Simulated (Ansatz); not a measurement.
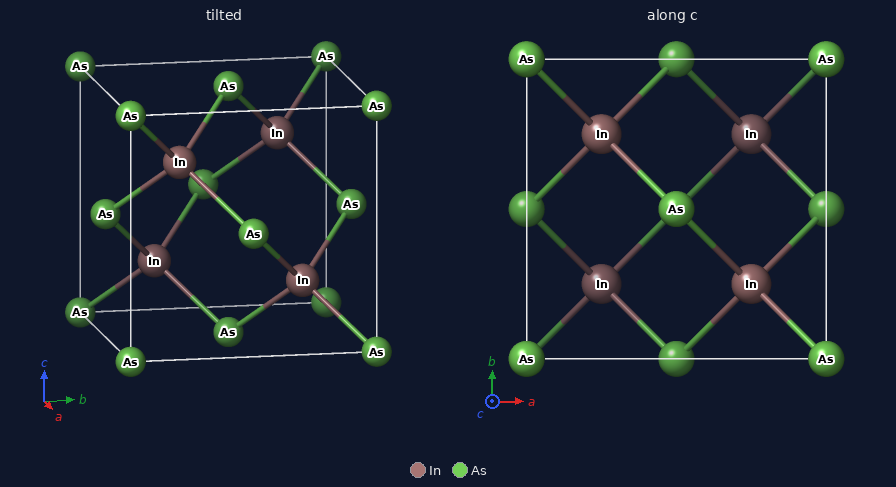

The crystal in a ball-and-stick representation, seen slightly off an axis and along the c axis. The frame is the conventional unit cell; atoms at its boundary are shown with their periodic copies.

This is InAs. It is face-centred cubic, space group F-43m (No. 216). This arrangement goes by the name zinc blende (sphalerite type). One cell contains 4 In, 4 As, 8 atoms in all. Each In atom has four As in a tetrahedral arrangement around it. Each As atom has four In in a tetrahedral arrangement around it. The bonds build a three-dimensional framework.

The cell started as a structure listed in the Materials Project. Earlier steps of the study may have refined or changed the cell and positions. An electronic-structure calculation with Ansatz was run on it.

At this level of theory the cell isn't at rest (compressed, at 15 GPa), so its distances can differ from those at equilibrium, the more so the softer the solid.
